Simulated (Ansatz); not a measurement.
# Geometry relaxation, with input and output: Ta (part 2 of 2)

Continued. System: Ta (2 atoms in the cell). Method: DFT PBE, scalar-relativistic, plane waves, PAW, no spin polarisation (Ansatz 0.2.0); cutoff 420 eV, 6×6×4 k-mesh, Gaussian smearing of 0.1 eV. The structure derives from a Materials Project entry. It belongs to a series of runs on one base structure; here: 2 of 2 H taken out, relaxed.

Geometry of the input (Å; fractional positions):
```
1.7137  -2.3861  0.0000
1.7137  2.3861  0.0000
0.0000  0.0000  4.7930
Ta 0.0000  0.5000  0.2645
Ta 0.5000  0.0000  0.7355
```

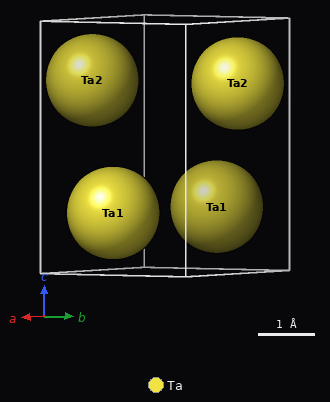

*The geometry at step 2 of the log (spheres-only view of the cell of the calculation, seen at an oblique angle; atoms are numbered from 1 in the order of the input).*

Log, continued:
```
SCF iter   1: F=—  HF=-19864.452365 eV  |F-HF|=—  |Δ(HF+E_count)|=         —  Δρ=3.00e-3  dr2=1.22e-2  ethr=4.59e-5  ⟨swp⟩=1.3  Hψ=3475  notcnv=0
preconditioner: auto → none  [metal: Δε(μ)=0.012 eV  Ē_g=4.943 eV  σ=0.100 eV  W_gap=0.07  n_scr=6 (ndim 8)  ℏωp=19.4 eV  f_vac=0.000  D(μ)=3.94/eV (n_scr^D=42)]
SCF iter   2: F=—  HF=-19864.451670 eV  |F-HF|=—  |Δ(HF+E_count)|=   6.95e-4  Δρ=2.28e-3  dr2=8.57e-3  ethr=4.59e-5  ⟨swp⟩=2.1  Hψ=985  notcnv=0
SCF iter   3: F=—  HF=-19864.449640 eV  |F-HF|=—  |Δ(HF+E_count)|=   2.03e-3  Δρ=6.19e-4  dr2=6.38e-5  ethr=3.30e-5  ⟨swp⟩=2.0  Hψ=858  notcnv=0
SCF iter   4: F=—  HF=-19864.449639 eV  |F-HF|=—  |Δ(HF+E_count)|=   8.74e-7  Δρ=9.49e-5  dr2=1.08e-6  ethr=2.45e-7  ⟨swp⟩=2.6  Hψ=1092  notcnv=0
iter 5 did not close the SCF: its close was put off for the readings that it lacked (scf_convergence_deferred on its scf_iter line)
SCF iter   5: F=-19864.449639 eV  HF=-19864.449639 eV  |F-HF|=9.69e-9  |Δ(HF+E_count)|=   2.15e-7  Δρ=1.23e-5  dr2=3.00e-8  ethr=4.16e-9  ⟨swp⟩=2.5  Hψ=1162  notcnv=0
SCF iter   6: F=-19864.449639 eV  HF=-19864.449639 eV  |F-HF|=2.40e-10  |Δ(HF+E_count)|=   3.20e-9  Δρ=1.76e-6  dr2=5.68e-10  ethr=1.15e-10  ⟨swp⟩=1.9  Hψ=2156  notcnv=0
the search or the solves at the SCF's close seem to have found levels that the self-consistency loop had missed (the run counts 7). By its estimate they hold under 1e-12 electrons; where the run keeps them, the occupations were computed again with them
SCF 4 converged in 6 iterations: F = -19864.449639 eV  dr2 = 5.68e-10
relax step   4: F+E_penalty+E_count = -19864.44963938 eV  Δ(F+E_penalty+E_count) = -4.460e-3 eV  max|allowed force component| = 3.751e-3 eV/Å  Δτ_max = 0.0168 Å  P = -0.027 GPa  Ω = 36.669 Å³  energy of the carried Pulay correction = +8.243e-4 eV  (6 SCF iters, dr2 threshold 2.00e-7 eV, accepted)
Crystal: 2 atoms, lattice volume = 36.680 Å³
iter 1 solved again at ethr=3.01e-7 eV; its pass at ethr=3.10e-3 eV (dr2=7.83e-5 eV) is discarded
SCF iter   1: F=—  HF=-19864.449920 eV  |F-HF|=—  |Δ(HF+E_count)|=         —  Δρ=5.46e-4  dr2=6.67e-5  ethr=3.01e-7  ⟨swp⟩=2.2  Hψ=3959  notcnv=0
preconditioner: auto → none  [metal: Δε(μ)=0.025 eV  Ē_g=4.950 eV  σ=0.100 eV  W_gap=0.14  n_scr=6 (ndim 8)  ℏωp=19.4 eV  f_vac=0.000  D(μ)=3.84/eV (n_scr^D=42)]
SCF iter   2: F=—  HF=-19864.449906 eV  |F-HF|=—  |Δ(HF+E_count)|=   1.39e-5  Δρ=2.39e-4  dr2=1.10e-5  ethr=2.56e-7  ⟨swp⟩=2.2  Hψ=810  notcnv=0
SCF iter   3: F=—  HF=-19864.449907 eV  |F-HF|=—  |Δ(HF+E_count)|=   1.54e-6  Δρ=8.99e-5  dr2=9.56e-6  ethr=4.24e-8  ⟨swp⟩=2.1  Hψ=969  notcnv=0
SCF iter   4: F=—  HF=-19864.449905 eV  |F-HF|=—  |Δ(HF+E_count)|=   2.10e-6  Δρ=3.14e-5  dr2=2.44e-7  ethr=3.68e-8  ⟨swp⟩=2.0  Hψ=858  notcnv=0
iter 5 did not close the SCF: its close was put off for the readings that it lacked (scf_convergence_deferred on its scf_iter line)
SCF iter   5: F=-19864.449905 eV  HF=-19864.449905 eV  |F-HF|=1.02e-9  |Δ(HF+E_count)|=   7.70e-9  Δρ=3.79e-6  dr2=3.79e-9  ethr=9.38e-10  ⟨swp⟩=2.3  Hψ=994  notcnv=0
SCF iter   6: F=-19864.449905 eV  HF=-19864.449905 eV  |F-HF|=1.82e-11  |Δ(HF+E_count)|=  9.46e-11  Δρ=5.32e-7  dr2=4.52e-11  ethr=1.46e-11  ⟨swp⟩=1.8  Hψ=1864  notcnv=0
SCF 5 converged in 6 iterations: F = -19864.449905 eV  dr2 = 4.52e-11
relax step   5: F+E_penalty+E_count = -19864.44990536 eV  Δ(F+E_penalty+E_count) = -2.660e-4 eV  max|allowed force component| = 1.667e-3 eV/Å  Δτ_max = 0.0002 Å  P = +0.027 GPa  Ω = 36.680 Å³  energy of the carried Pulay correction = +8.207e-4 eV  (6 SCF iters, dr2 threshold 2.00e-7 eV, accepted)
Basis set: ecut = 420 eV, 729 PW (Γ), exchange–correlation on 40×40×64 points (8 copies of the dense FFT grid, shifted against one another)
Initial wavefunctions: pseudopotential atomic-orbital guess (no wavefunctions were taken with the density)
iter 1 solved again at ethr=8.21e-8 eV; its pass at ethr=3.10e-3 eV (dr2=2.14e-5 eV) is discarded
SCF iter   1: F=—  HF=-19864.449288 eV  |F-HF|=—  |Δ(HF+E_count)|=         —  Δρ=9.82e-5  dr2=3.77e-7  ethr=8.21e-8  ⟨swp⟩=3.1  Hψ=4612  notcnv=0
preconditioner: auto → none  [metal: Δε(μ)=0.026 eV  Ē_g=4.950 eV  σ=0.100 eV  W_gap=0.15  n_scr=6 (ndim 8)  ℏωp=19.4 eV  f_vac=0.000  D(μ)=3.84/eV (n_scr^D=42)]
SCF iter   2: F=—  HF=-19864.449300 eV  |F-HF|=—  |Δ(HF+E_count)|=   1.22e-5  Δρ=4.80e-5  dr2=8.40e-8  ethr=1.45e-9  ⟨swp⟩=2.3  Hψ=1118  notcnv=0
SCF iter   3: F=—  HF=-19864.449300 eV  |F-HF|=—  |Δ(HF+E_count)|=   1.50e-7  Δρ=2.36e-6  dr2=4.64e-10  ethr=3.23e-10  ⟨swp⟩=2.9  Hψ=1160  notcnv=0
SCF iter   4: F=—  HF=-19864.449300 eV  |F-HF|=—  |Δ(HF+E_count)|=  7.28e-10  Δρ=6.30e-7  dr2=6.57e-10  ethr=1.79e-12  ⟨swp⟩=2.2  Hψ=1074  notcnv=0
iter 5 did not close the SCF: its close was put off for the readings that it lacked (scf_convergence_deferred on its scf_iter line)
SCF iter   5: F=-19864.449300 eV  HF=-19864.449300 eV  |F-HF|=2.91e-11  |Δ(HF+E_count)|=  1.53e-10  Δρ=1.40e-7  dr2=1.93e-11  ethr=1.79e-12  ⟨swp⟩=2.0  Hψ=941  notcnv=0
SCF iter   6: F=-19864.449300 eV  HF=-19864.449300 eV  |F-HF|=7.28e-12  |Δ(HF+E_count)|=  3.64e-12  Δρ=1.78e-8  dr2=1.97e-13  ethr=1.00e-12  ⟨swp⟩=2.0  Hψ=1907  notcnv=0
SCF 6 converged in 6 iterations: F = -19864.449300 eV  dr2 = 1.97e-13
relax step   6: F+E_penalty+E_count = -19864.44930025 eV  Δ(F+E_penalty+E_count) = +6.051e-4 eV  max|allowed force component| = 1.667e-3 eV/Å  Δτ_max = 0.0000 Å  P = +0.000 GPa  Ω = 36.680 Å³  stress off target by 1.35e-1 GPa  SCF on the basis re-selected at this cell (its energy is not comparable with the rows above)  (6 SCF iters)
basis re-selected at this cell: Δ(F+E_penalty+E_count) = +6.051e-4 eV, ΔP = -0.026 GPa vs the last step (what re-selecting the basis moved, of the pressure what is left beyond the Pulay correction that the steps carried, after the strain that the cell walked since its last selection, with what the two solves' SCF thresholds leave and, on support functions, any second-order correction that the steps lacked; it is no measure of the basis error at this ecutwfc). The dense FFT grid was sized anew with the basis: this SCF ran on 20×20×32 points, the steps before it on 20×20×36, so part of this shift can come from that change (see relax.cell in the input reference). This SCF's stress stands 1.35e-1 GPa from its target on what of the cell is left free (relax.cell.stress_tol is 2.40e-1 GPa) and its largest allowed force component is 1.67e-3 eV/Å (relax.f_tol is 3.25e-2 eV/Å): within both
SCF converged after 6 iterations
Free energy (F): -19864.449300 eV
Harris-Foulkes:  -19864.449300 eV  (|F-HF|=7.28e-12)
Internal energy: -19864.430106 eV  (E = F + TS)
E sigma→0 (E₀):  -19864.439703 eV
Entropy (-TS):   -0.019194 eV (-9.597 meV/atom)
Fermi energy:    18.216560 eV
--- Per-component energies (eV) ---
  E_band       = -216.884474
  E_kinetic    = 731.059951
  E_local      = -1115.446525  (includes V_loc(G=0)·N_el)
  E_nonlocal   = 29.338814
  E_hartree    = 385.828232
  E_xc         = -436.620440
  E_vxc        = -407.695437  (∫ρ·V_xc dr)
  E_paw        = -16793.139494  (= ΣΔE_a)
  E_vpaw       = -225.798008  (= ΣTr[D̂ρ^β])
  E_aug_tail   = 0.000272  (compensation charges beyond the density's cutoff)
  E_ewald      = -2665.450916
  E_smearing   = -0.019194  (= −TS)
  E_closure    = 0.000000  (closes the sum)
  Σ components = -19864.449300   (vs F -19864.449300, Δ=0.00e0)
--- Forces (eV/Å), atoms counted from 1 ---
  atom   1  Ta    -0.00000000     0.00000000    -0.00166705
  atom   2  Ta     0.00000000    -0.00000000     0.00166705
  max |Σ_I F_I| component: 0.00e0 eV/Å
--- Stress (GPa, compression-positive) ---
        0.135225       0.000000      -0.000000
        0.000000      -0.025690      -0.000000
       -0.000000      -0.000000      -0.108194
  P = ⅓ Tr σ = 0.0004 GPa (0.004 kbar)
--- Band table (eV; the first three rows and the last of 39) ---
  k-point 0: bands = ["-48.8643", "-48.7545", "-15.9403", "-15.2060", "-14.8651", "-14.8552", "-14.8331", "-14.8197", "10.4310", "13.9769", "16.6947", "18.9211", "18.9919", "19.0699", "19.8578", "22.1211", "22.1412"]
  k-point 1: bands = ["-48.8483", "-48.7707", "-15.7867", "-15.1532", "-14.9955", "-14.8896", "-14.8636", "-14.8566", "11.0978", "13.8536", "16.9651", "18.5655", "18.6682", "18.9000", "19.5929", "21.7336", "22.1417"]
  k-point 2: bands = ["-48.8097", "-48.8096", "-15.4027", "-15.4017", "-15.0234", "-15.0229", "-14.8601", "-14.8601", "12.7049", "12.7057", "17.6908", "17.6927", "18.2399", "18.2439", "21.4945", "21.4984", "21.6700"]
  k-point 38: bands = ["-48.7182", "-48.7181", "-15.7823", "-15.7819", "-15.4111", "-15.4105", "-15.2313", "-15.2306", "15.4142", "15.4143", "16.4186", "16.4201", "19.3113", "19.3146", "19.9882", "19.9901", "25.3638"]
--- Relaxed structure (5 steps of the walk, 5 accepted, 1 SCFs on fresh bases) ---
  F+E_penalty+E_count = -19864.44930025 eV   max|allowed force component| = 1.667e-3 eV/Å   (the final SCF, on the basis selected at the relaxed cell)
  cell:  # Å, volume = 36.6798 Å³
    - [1.6718366015310442, -2.3484497244886207, 4.746060728039345e-18]
    - [1.6718366015310442, 2.3484497244886207, 4.7460607280393404e-18]
    - [1.3273900941848816e-17, -4.34790284126674e-33, 4.671131860427421]
  atoms:
    - { symbol: Ta, position: [2.676294344232439e-17, 0.5, 0.25004236606223607] }
    - { symbol: Ta, position: [0.5, 2.4778351844371403e-17, 0.749957633937764] }
```

Trajectory as extended XYZ (Å, eV, eV/Å), 6 frames, from step=1 to step=6:
```
2
Lattice="1.7137 -2.3861 0.0000 1.7137 2.3861 0.0000 0.0000 0.0000 4.7930" Properties=species:S:1:pos:R:3:forces:R:3 step=1 energy=-19864.32320 pressure_GPa=-9.90
Ta    0.8569    1.1930    1.2679    0.0000   0.0000  -0.5289
Ta    0.8569   -1.1930    3.5251    0.0000   0.0000   0.5289
2
Lattice="1.6465 -2.3066 0.0000 1.6465 2.3066 0.0000 0.0000 0.0000 4.5594" Properties=species:S:1:pos:R:3:forces:R:3 step=2 energy=-19864.37043 pressure_GPa=12.31
Ta    0.8233    1.1533    1.1244    0.0000   0.0000   0.2811
Ta    0.8233   -1.1533    3.4350    0.0000   0.0000  -0.2811
2
Lattice="1.6649 -2.3602 0.0000 1.6649 2.3602 0.0000 0.0000 0.0000 4.6979" Properties=species:S:1:pos:R:3:forces:R:3 step=3 energy=-19864.44518 pressure_GPa=-1.20
Ta    0.8325    1.1801    1.1914    0.0000   0.0000  -0.1825
Ta    0.8325   -1.1801    3.5065    0.0000   0.0000   0.1825
2
Lattice="1.6662 -2.3534 0.0000 1.6662 2.3534 0.0000 0.0000 0.0000 4.6758" Properties=species:S:1:pos:R:3:forces:R:3 step=4 energy=-19864.44964 pressure_GPa=-0.03
Ta    0.8331    1.1767    1.1694    0.0000   0.0000  -0.0038
Ta    0.8331   -1.1767    3.5064    0.0000   0.0000   0.0038
2
Lattice="1.6718 -2.3485 0.0000 1.6718 2.3485 0.0000 0.0000 0.0000 4.6711" Properties=species:S:1:pos:R:3:forces:R:3 step=5 energy=-19864.44991 pressure_GPa=0.03
Ta    0.8359    1.1742    1.1680    0.0000   0.0000  -0.0017
Ta    0.8359   -1.1742    3.5032    0.0000   0.0000   0.0017
2
Lattice="1.6718 -2.3485 0.0000 1.6718 2.3485 0.0000 0.0000 0.0000 4.6711" Properties=species:S:1:pos:R:3:forces:R:3 step=6 energy=-19864.44930 pressure_GPa=0.00
Ta    0.8359    1.1742    1.1680    0.0000   0.0000  -0.0017
Ta    0.8359   -1.1742    3.5032    0.0000   0.0000   0.0017
```

Results in brief:

| quantity | value |
| --- | --- |
| outcome | converged |
| space group (tolerance 0.01 Å) | Cmme (67) → Fmmm (69) |
| electrons treated | 26 |
| free energy | −19864.4493 eV |
| Fermi energy | 18.217 eV |
| gap on the k-point mesh | none (metallic) |
| pressure | 0.00 GPa |
| final volume | 36.68 Å³ |
| largest force (length of the vector) at the end | 0.002 eV/Å |
| final cell | a = 2.883 Å, b = 2.883 Å, c = 4.671 Å, α = 90.00°, β = 90.00°, γ = 109.11° |
| hardware | 2 threads of Arm Neoverse V1, 24 GiB of memory available, shared host |
| wall time | 5.9 s (CPU time 11 s) |
| peak memory | 0.31 GiB |

Spin–orbit coupling is left out, which matters for Ta.
